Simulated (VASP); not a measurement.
H (cell with a defect)

```
CELL_PARAMETERS angstrom
5.75847 3.32465 0.00000
0.00000 -6.64931 0.00000
0.00000 0.00000 -10.08394
ATOMIC_POSITIONS crystal
H 0.33333 0.33333 0.91264
H 0.00000 0.66667 0.41264
H 0.00000 0.66667 0.91264
H 0.66667 0.00000 0.41264
H 0.66667 0.00000 0.91264
H 0.66667 0.66667 0.16264
H 0.66667 0.66667 0.66264
H 0.33333 0.00000 0.16264
H 0.33333 0.00000 0.66264
H 0.00000 0.33333 0.16264
H 0.00000 0.33333 0.66264
H 0.66667 0.66667 0.08736
H 0.66667 0.66667 0.58736
H 0.33333 0.00000 0.08736
H 0.33333 0.00000 0.58736
H 0.00000 0.33333 0.08736
H 0.00000 0.33333 0.58736
H 0.33333 0.33333 0.37500
H 0.33333 0.33333 0.83736
H 0.00000 0.66667 0.33736
H 0.00000 0.66667 0.83736
H 0.66667 0.00000 0.33736
H 0.66667 0.00000 0.83736
```

Method: Kohn-Sham DFT of a periodic cell, PBEsol, VASP PAW PBE potentials, recommended (VASP 6.6.1).

> Predict the valence pseudo-density between the atoms.

H–H (0.76 Å): ρ is about 1.8 e/Å³ halfway.

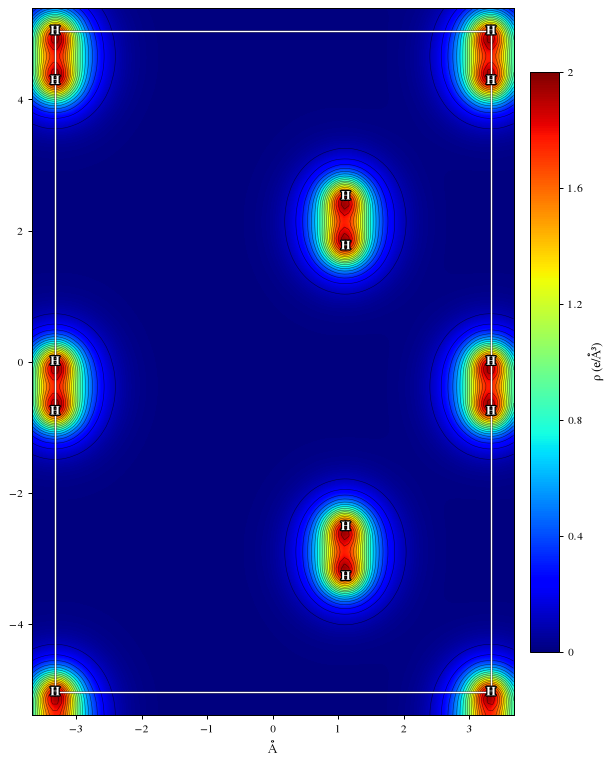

Computed valence pseudo-density on the (010) plane of the calculation cell. 
